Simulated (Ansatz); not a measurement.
**Run report: TaSi$_{2}$, geometry relaxation (part 1 of 2)**

The run: geometry relaxation of TaSi$_{2}$ (P6₂22, 9 atoms in the cell). Method and program: DFT PBEsol, scalar-relativistic, plane waves, PAW, no spin polarisation (Ansatz 0.2.0).

The structure derives from an entry of the Crystallography Open Database. Figures and captions count atoms from 1; the log counts them from 0 in places.

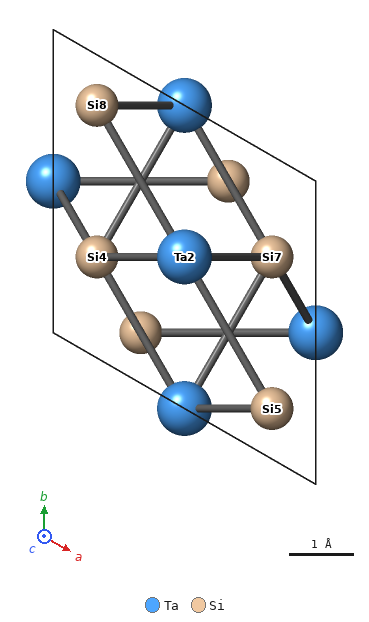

*The starting structure (ball-and-stick view of the cell of the calculation, along the c axis; atoms are numbered from 1 in the order of the input). An atom can appear more than once, as a periodic image.*

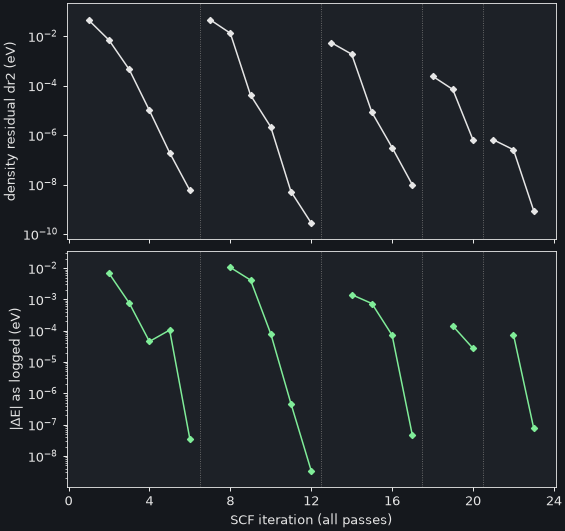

*Convergence of the self-consistent field: density residual dr2 and size of the energy change against the SCF iteration. The dotted lines part the SCF passes of the relaxation: geometry steps, rejected trials and re-solves on a re-selected basis.*

The 5 passes take 3 to 6 iterations each, 23 in all.

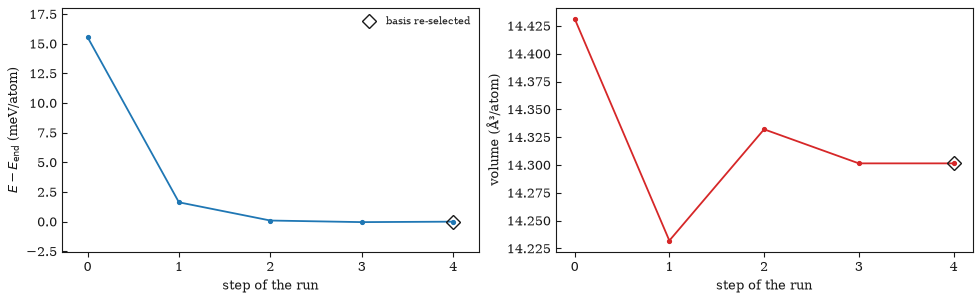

*Progress of the relaxation, step by step (the first geometry is step 0 here and step 1 in the log).*

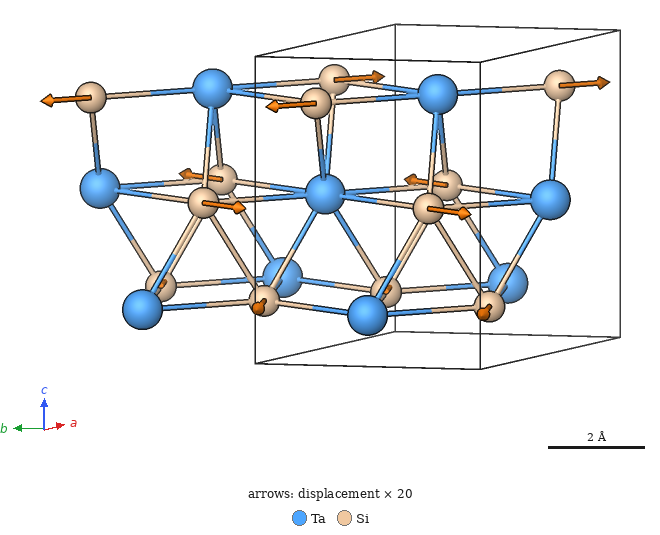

*The starting structure with the displacements (without the part carried along by the change of the cell) as orange arrows, magnified 20 times (ball-and-stick view of the cell of the calculation, repeated 1 × 2 × 1, seen at an oblique angle).*

The largest moves relative to the cell, 0.058 Å, are those of Si4, Si5, Si6, Si7, Si8 and Si9. Ta stays in place. Cell: a = b 4.780 → 4.758 Å (−0.5 %), c stays at 6.564 Å. Volume −0.9 %. Among the contacts that change: Si4–Si7 2.759 → 2.631 Å, Ta1–Si4 2.760 → 2.805 Å, Si4–Si5 2.587 → 2.553 Å, Ta1–Si5 2.587 → 2.600 Å. The space group stays P6_222 (No. 180). The energy falls by 15.6 meV per atom in 3 geometry steps. Largest force component: 0.72 eV/Å at the start, 0.0015 eV/Å at the end. Pressure: −1.24 GPa at the start and −0.08 GPa at the end. A last SCF at the same geometry on a re-selected plane-wave basis shifts the energy by +0.0 meV per atom. (Atoms are counted from 1 in the order of the input.)

These pictures come from the run below.

### Input
```yaml
crystal:
  lattice:
    - [4.7799993808, 0.0, 0.0]
    - [-2.3899996904, 4.1396008938, 0.0]
    - [0.0, 0.0, 6.564]
  atoms:
    - { symbol: Ta, position: [0.5, 0.0, 0.5] }
    - { symbol: Ta, position: [0.5, 0.5, 0.8333333333] }
    - { symbol: Ta, position: [0.0, 0.5, 0.1666666667] }
    - { symbol: Si, position: [0.16665, 0.3333, 0.5] }
    - { symbol: Si, position: [0.83335, 0.16665, 0.8333333333] }
    - { symbol: Si, position: [0.6667, 0.83335, 0.1666666667] }
    - { symbol: Si, position: [0.83335, 0.6667, 0.5] }
    - { symbol: Si, position: [0.16665, 0.83335, 0.8333333333] }
    - { symbol: Si, position: [0.3333, 0.16665, 0.1666666667] }
basis:
  ecutwfc: 420
kpoints:
  mp_grid: { grid: [6, 6, 4] }
hamiltonian:
  xc: pbesol
scf:
  occupations: { method: gaussian, width: 0.1 }
output:
  forces: true
  stress: true
  eigenvalues: true
relax:
  adjacent_minimum: "off"
  f_tol: 0.05
  max_steps: 80
  cell: { stress_tol: 0.5 }
```

Run as:
```bash
ansatz run input.yaml --threads 2 --pin off --max-ram 5120MiB --backend cpu --events-out ev --progress --plain --runs-dir out
```

### What the program printed
```
Engine: ansatz 0.2.0, x86_64-unknown-linux-gnu
Pseudopotentials: kind: paw
Pseudopotential: Ta, paw, valence charge 13, recommended cutoff 420 eV (normal), Ta.paw.azcp
Pseudopotential: Si, paw, valence charge 4, recommended cutoff 420 eV (normal), Si.paw.azcp
Functional definition: PBEsol
  exchange = pbesol_x
  correlation = pbesol_c
Crystal: 9 atoms, lattice volume = 129.884 Å³
Basis set: ecut = 420 eV, 2523 PW (Γ), exchange–correlation on 64×64×90 points (8 copies of the dense FFT grid, shifted against one another)
Bands: 41, of which v1, the nominal top of the filled ones, is band 32 counted from 1 (31 counted from 0)
Symmetry: 12 space group operations
Space group: P6222 (ITA 180), of the structure as read, at distance tolerance 5.1e-5 Å
k-points: 21 of 144 (time reversal used)
Non-local potential: Ta, projectors of the file, l = 0: 3, l = 1: 2, l = 2: 2, l = 3: 1
Non-local potential: Si, projectors of the file, l = 0: 2, l = 1: 2, l = 2: 2
PAW form: soft (Blöchl's): semilocal exchange-correlation on the pseudo side does not see the compensation charge
PAW frozen core: Ta, regenerated for the run's functional, and the local potential with it (the file was generated under x = pbe(κ = 0.804, μ = 0.2195149727645171), c = pbe(β = 0.06672455060314922))
PAW frozen core: Si, regenerated for the run's functional, and the local potential with it (the file was generated under x = pbe(κ = 0.804, μ = 0.2195149727645171), c = pbe(β = 0.06672455060314922))
PAW one-centre angular grid: Ta, 590 points (default); XC on 64 Gauss nodes
PAW one-centre angular grid: Si, 110 points (default); XC on 64 Gauss nodes
Initial density: superposition of atomic densities (neutral atoms: chi_scale 0, normalization atom), corrected by the library's trained network
Initial wavefunctions: pseudopotential atomic-orbital guess
Functional: x = pbesol(κ = 0.804, μ = 0.12345679012345678), c = pbesol(β = 0.046)
SCF iter   1: F=—  HF=-33153.576204 eV  |F-HF|=—  |Δ(HF+E_count)|=         —  Δρ=5.12e-3  dr2=4.41e-2  ethr=1.77e-3  ⟨swp⟩=7.3  Hψ=4059  notcnv=0
preconditioner: auto → Kerker (q_TF=auto, 2.418 Å⁻¹)  [metal: Δε(μ)=0.041 eV  Ē_g=7.335 eV  σ=0.100 eV  W_gap=0.23  n_scr=22 (ndim 8)  ℏωp=20.3 eV  f_vac=0.000  D(μ)=4.41/eV (n_scr^D=34)]
SCF iter   2: F=—  HF=-33153.569363 eV  |F-HF|=—  |Δ(HF+E_count)|=   6.84e-3  Δρ=2.55e-3  dr2=6.91e-3  ethr=7.00e-5  ⟨swp⟩=2.1  Hψ=1145  notcnv=0
SCF iter   3: F=—  HF=-33153.568594 eV  |F-HF|=—  |Δ(HF+E_count)|=   7.70e-4  Δρ=6.65e-4  dr2=4.49e-4  ethr=1.10e-5  ⟨swp⟩=2.0  Hψ=1027  notcnv=0
SCF iter   4: F=—  HF=-33153.568548 eV  |F-HF|=—  |Δ(HF+E_count)|=   4.54e-5  Δρ=8.71e-5  dr2=9.86e-6  ethr=7.13e-7  ⟨swp⟩=2.0  Hψ=1145  notcnv=0
SCF iter   5: F=—  HF=-33153.568444 eV  |F-HF|=—  |Δ(HF+E_count)|=   1.05e-4  Δρ=1.06e-5  dr2=1.93e-7  ethr=1.57e-8  ⟨swp⟩=2.0  Hψ=1210  notcnv=0
SCF iter   6: F=-33153.568444 eV  HF=-33153.568444 eV  |F-HF|=3.10e-9  |Δ(HF+E_count)|=   3.50e-8  Δρ=1.97e-6  dr2=5.76e-9  ethr=1.59e-10  ⟨swp⟩=9.7  Hψ=3682  notcnv=0
SCF 1 converged in 6 iterations: F = -33153.568444 eV  dr2 = 5.76e-9
  greatest PAW one-centre occupation: 1.000 electrons in one spin orbital (limit 2), on the Ta atom at site 2 (counted from 0), in its partial waves of l = 0
relax step   1: F+E_penalty+E_count = -33153.56844357 eV  Δ(F+E_penalty+E_count) = +0.000e0 eV  max|allowed force component| = 7.173e-1 eV/Å  Δτ_max = 0.0000 Å  P = -1.241 GPa  Ω = 129.884 Å³  (6 SCF iters, dr2 threshold 1.00e-7 eV, accepted)
Crystal: 9 atoms, lattice volume = 128.088 Å³
Basis set: ecut = 420 eV, 2525 PW (Γ), exchange–correlation on 64×64×90 points (8 copies of the dense FFT grid, shifted against one another)
Initial density: handed on by an earlier stage of this run
Initial wavefunctions: those handed on with the density
iter 1 solved again at ethr=6.62e-5 eV; its pass at ethr=3.10e-3 eV (dr2=4.17e-2 eV) is discarded
SCF iter   1: F=—  HF=-33153.708522 eV  |F-HF|=—  |Δ(HF+E_count)|=         —  Δρ=4.57e-3  dr2=4.61e-2  ethr=6.62e-5  ⟨swp⟩=1.0  Hψ=4257  notcnv=0
preconditioner: auto → Resta (q_TF=auto, 2.424 Å⁻¹)  ε∞=8.6  [insulator: Δε(μ)=0.114 eV  Ē_g=7.441 eV  σ=0.100 eV  W_gap=0.53  n_scr=22 (ndim 8)  ℏωp=20.5 eV  f_vac=0.000  D(μ)=3.20/eV (n_scr^D=22)  ε∞_Penn≈8.6]
SCF iter   2: F=—  HF=-33153.698019 eV  |F-HF|=—  |Δ(HF+E_count)|=   1.05e-2  Δρ=2.52e-3  dr2=1.31e-2  ethr=6.62e-5  ⟨swp⟩=1.0  Hψ=861  notcnv=0
SCF iter   3: F=—  HF=-33153.693878 eV  |F-HF|=—  |Δ(HF+E_count)|=   4.14e-3  Δρ=2.43e-4  dr2=4.12e-5  ethr=2.08e-5  ⟨swp⟩=2.0  Hψ=1218  notcnv=0
SCF iter   4: F=—  HF=-33153.693798 eV  |F-HF|=—  |Δ(HF+E_count)|=   8.01e-5  Δρ=4.59e-5  dr2=2.13e-6  ethr=6.54e-8  ⟨swp⟩=2.6  Hψ=1545  notcnv=0
iter 5 did not close the SCF: its close was put off for the readings that it lacked (scf_convergence_deferred on its scf_iter line)
SCF iter   5: F=-33153.693797 eV  HF=-33153.693797 eV  |F-HF|=2.97e-9  |Δ(HF+E_count)|=   4.68e-7  Δρ=3.40e-6  dr2=5.18e-9  ethr=3.38e-9  ⟨swp⟩=2.6  Hψ=1303  notcnv=0
SCF iter   6: F=-33153.693797 eV  HF=-33153.693797 eV  |F-HF|=2.18e-11  |Δ(HF+E_count)|=   3.40e-9  Δρ=6.00e-7  dr2=2.78e-10  ethr=8.23e-12  ⟨swp⟩=3.0  Hψ=3024  notcnv=0
SCF 2 converged in 6 iterations: F = -33153.693797 eV  dr2 = 2.78e-10
  greatest PAW one-centre occupation: 1.000 electrons in one spin orbital (limit 2), on the Ta atom at site 1 (counted from 0), in its partial waves of l = 0
relax step   2: F+E_penalty+E_count = -33153.69379726 eV  Δ(F+E_penalty+E_count) = -1.254e-1 eV  max|allowed force component| = 1.436e-1 eV/Å  Δτ_max = 0.0663 Å  P = +0.690 GPa  Ω = 128.088 Å³  energy of the carried Pulay correction = +5.514e-4 eV  (6 SCF iters, dr2 threshold 9.00e-7 eV, accepted)
Crystal: 9 atoms, lattice volume = 128.989 Å³
iter 1 solved again at ethr=8.75e-6 eV; its pass at ethr=3.10e-3 eV (dr2=5.51e-3 eV) is discarded
SCF iter   1: F=—  HF=-33153.709851 eV  |F-HF|=—  |Δ(HF+E_count)|=         —  Δρ=1.88e-3  dr2=5.40e-3  ethr=8.75e-6  ⟨swp⟩=2.0  Hψ=4348  notcnv=0
preconditioner: auto → Kerker (q_TF=auto, 2.421 Å⁻¹)  [metal: Δε(μ)=0.104 eV  Ē_g=7.403 eV  σ=0.100 eV  W_gap=0.47  n_scr=22 (ndim 8)  ℏωp=20.4 eV  f_vac=0.000  D(μ)=3.32/eV (n_scr^D=22)]
SCF iter   2: F=—  HF=-33153.708435 eV  |F-HF|=—  |Δ(HF+E_count)|=   1.42e-3  Δρ=1.07e-3  dr2=1.86e-3  ethr=8.58e-6  ⟨swp⟩=1.0  Hψ=861  notcnv=0
SCF iter   3: F=—  HF=-33153.707696 eV  |F-HF|=—  |Δ(HF+E_count)|=   7.39e-4  Δρ=9.01e-5  dr2=8.29e-6  ethr=2.95e-6  ⟨swp⟩=2.2  Hψ=1274  notcnv=0
SCF iter   4: F=—  HF=-33153.707624 eV  |F-HF|=—  |Δ(HF+E_count)|=   7.21e-5  Δρ=1.72e-5  dr2=3.13e-7  ethr=1.43e-9  ⟨swp⟩=8.7  Hψ=4297  notcnv=0
SCF iter   5: F=-33153.707624 eV  HF=-33153.707624 eV  |F-HF|=5.39e-9  |Δ(HF+E_count)|=   4.68e-8  Δρ=2.82e-6  dr2=9.80e-9  ethr=4.97e-10  ⟨swp⟩=2.7  Hψ=2852  notcnv=0
SCF 3 converged in 5 iterations: F = -33153.707624 eV  dr2 = 9.80e-9
relax step   3: F+E_penalty+E_count = -33153.70762431 eV  Δ(F+E_penalty+E_count) = -1.383e-2 eV  max|allowed force component| = 3.580e-3 eV/Å  Δτ_max = 0.0069 Å  P = -0.420 GPa  Ω = 128.989 Å³  energy of the carried Pulay correction = +2.740e-4 eV  (5 SCF iters, dr2 threshold 9.00e-7 eV, accepted)
Crystal: 9 atoms, lattice volume = 128.713 Å³
iter 1 solved again at ethr=2.72e-7 eV; its pass at ethr=3.10e-3 eV (dr2=1.71e-4 eV) is discarded
SCF iter   1: F=—  HF=-33153.708999 eV  |F-HF|=—  |Δ(HF+E_count)|=         —  Δρ=4.14e-4  dr2=2.40e-4  ethr=2.72e-7  ⟨swp⟩=3.0  Hψ=4027  notcnv=0
preconditioner: auto → Kerker (q_TF=auto, 2.422 Å⁻¹)  [metal: Δε(μ)=0.098 eV  Ē_g=7.412 eV  σ=0.100 eV  W_gap=0.44  n_scr=22 (ndim 8)  ℏωp=20.4 eV  f_vac=0.000  D(μ)=3.32/eV (n_scr^D=22)]
SCF iter   2: F=—  HF=-33153.708857 eV  |F-HF|=—  |Δ(HF+E_count)|=   1.43e-4  Δρ=2.26e-4  dr2=7.00e-5  ethr=2.72e-7  ⟨swp⟩=2.0  Hψ=1088  notcnv=0
SCF iter   3: F=-33153.708829 eV  HF=-33153.708829 eV  |F-HF|=2.81e-7  |Δ(HF+E_count)|=   2.74e-5  Δρ=2.37e-5  dr2=6.39e-7  ethr=1.43e-9  ⟨swp⟩=5.9  Hψ=4584  notcnv=0
SCF 4 converged in 3 iterations: F = -33153.708829 eV  dr2 = 6.39e-7
```
